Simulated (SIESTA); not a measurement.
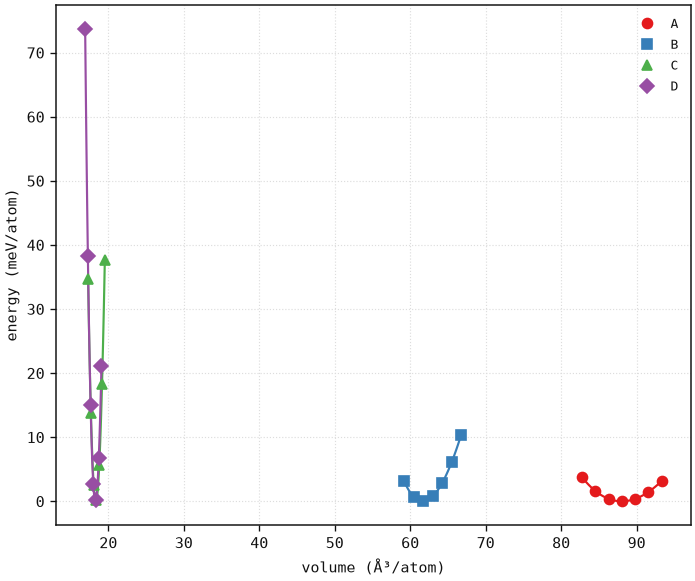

The figure shows the energy against volume, with one curve for each element, for Ba, Nb, Rb and Ta (all in space group Im-3m (No. 229)). The labels are replaced by letters.

Method: DFT in numerical atomic orbitals with pseudopotentials, no spin polarisation; energies at scaled volumes of the given cell, shape and fractions fixed, counted from the fit's minimum, third-order Birch-Murnaghan fit (SIESTA 5.4.2). Level: PBE.

- occupations: Fermi–Dirac
- smearing width: 0.05 eV
- potentials: PseudoDojo 0.4 standard, converted to PSML, two zetas on semicore shells

Q: Which letter stands for which compound?

A: A: Rb; B: Ba; C: Nb; D: Ta.

Caveats: mulliken charges of long orbitals; short basis over semicore shells (Ta).
